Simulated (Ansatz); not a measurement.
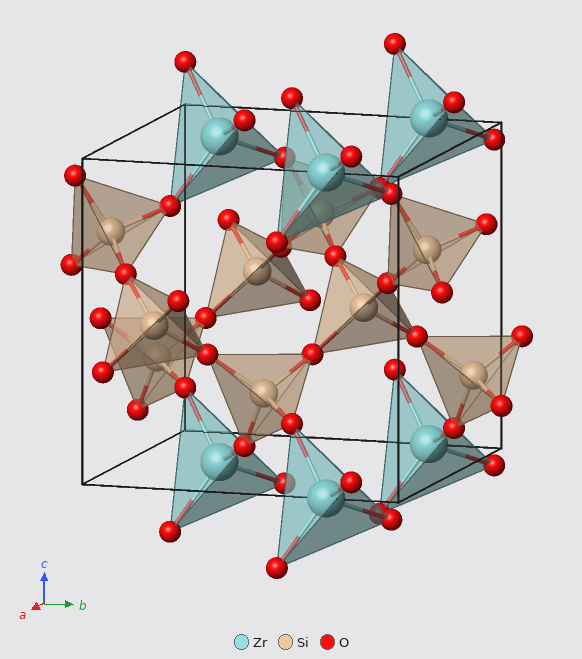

Figure: polyhedral view slightly off an axis. The wireframe shows the conventional unit cell. Some neighbours outside the box are added.

ZrSi₃O₈, space group C2 (No. 5), a = 7.52 Å, b = 7.66 Å, c = 7.61 Å, α = 90.00°, β = 90.04°, γ = 90.00°.

Method used: DFT PBE, scalar-relativistic, plane waves, PAW (Ansatz 0.2.0). It ran with E_cut = 420 eV, k-points about 0.30 Å⁻¹ apart, Gaussian smearing of 0.02 eV, no spin polarisation.

Question: What is the band gap, if any?

Answer: An insulator at this level, with a gap of 5.19 eV on the k-mesh (the true edges may lie between mesh points, so the gap can be somewhat smaller).

The structure comes from a structure type filled with these elements by a generator (whether the compound takes this form wasn't checked). It was relaxed with DFT PBE, scalar-relativistic, plane waves, PAW in Ansatz 0.2.0.
